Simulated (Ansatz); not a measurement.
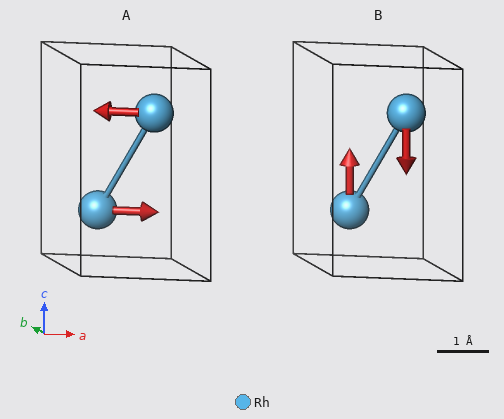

Modes of a crystal of Rh relaxed at 22 GPa, space group P6₃/mmc (No. 194), at the zone centre (one member of each degenerate set). Displacements are drawn as red arrows; their common scale and sign are arbitrary. Style: ball-and-stick. Shown: the cell of the calculation, slightly off an axis.

All numbers below come from DFT PBEsol, scalar-relativistic, plane waves, PAW in Ansatz 0.2.0.

The frequencies depend somewhat on the k-mesh and the smearing.

Which are infrared-active and which Raman-active?

A is E₂g, Raman-active by symmetry (170 cm⁻¹). B is B₁g, silent by symmetry (neither infrared- nor Raman-active) (294 cm⁻¹). The crystal has a centre of inversion, so no mode is both. In a metal the free carriers screen the infrared response.
